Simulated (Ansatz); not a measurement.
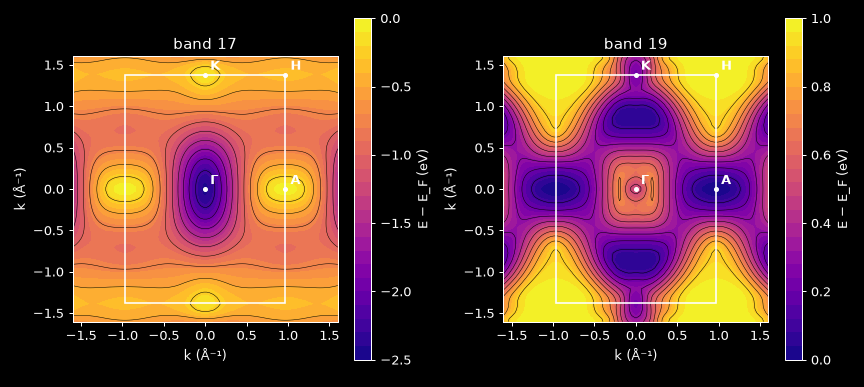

Two bands of TiO in space group P-6m2 over the plane through Γ, A and K: the highest mostly filled and the lowest mostly empty one.

Method: Ansatz 0.2.0, DFT PBEsol, spin-orbit coupling, plane waves, PAW; levels and slopes on a dense k mesh at the converged density. Non-magnetic. Mesh 24×24×20, interpolated with the band slopes. Unrelaxed database geometry (residual pressure −40 GPa). Sheets, masses and frequencies are those of this strained cell.

**Give both levels and their distance at the named points.**

```csv
point,lower band (eV),upper band (eV),distance (eV)
Γ,−2.44,0.46,2.90
A,0.00,0.00,0.00
K,−0.11,0.22,0.33
H,−0.38,0.99,1.38
```

**Is there a gap?**

No gap shows on this mesh: the two bands come within 0.004 eV of each other at A, at the Fermi level, so the Fermi surface shrinks to points.

No Hubbard term was used, so a compound that is really a magnetic or Mott insulator can come out metallic. On the self-consistent mesh a gap of 0.00 eV remains, so whether this is a metal isn't settled.
